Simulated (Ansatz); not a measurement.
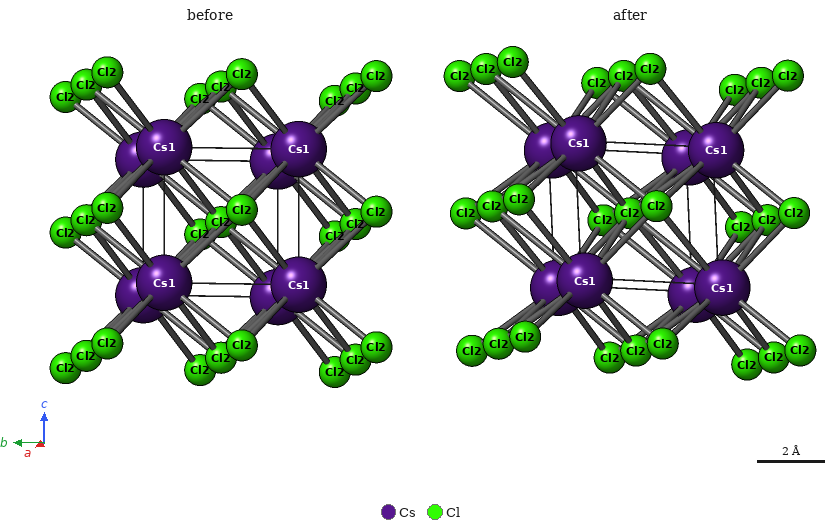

Left: a symmetric starting cell of CsCl. Right: the same structure after one change, at the same scale. The picture is a ball-and-stick view of the cell of the calculation, seen from a free direction.

Theory: DFT PBE, scalar-relativistic, plane waves, PAW (Ansatz). Settings: plane-wave cutoff 420 eV; k-point mesh 6 × 6 × 6; occupations gaussian; smearing width 0.02 eV; no spin polarisation.

Q: What was changed?

A: The cell is strained by +9.6 % along [1 1 1] and −2.4 % across it (volume +4.4 %) and atoms are displaced by 0.16 Å relative to the cell: Cl2 0.16 Å along [1 1 1], Cs1 0.16 Å along [−1 −1 −1]. No relaxation follows. The starting cell wasn't computed here and needn't be at equilibrium, so pressure and forces aren't due to the change alone.

Q: And its effect?

A: The pressure is 0.9 GPa (not all of it need come from the change, since the unchanged cell can be under pressure at this level too). The principal stresses (compression positive) are 0.5 GPa along [1 1 1] and 1.0 GPa across it. The largest forces, 0.11 eV/Å, act on Cs1 and Cl2; on Cs1 it points along [1 1 1]. The forces point straight back along the displacements (cosine −1.00). Among the bonded contacts that change: Cl–Cs 3.571 → 3.428 to 4.242 Å. The space group (tolerance 0.01 Å) goes from Pm-3m (No. 221) to R3m (No. 160).
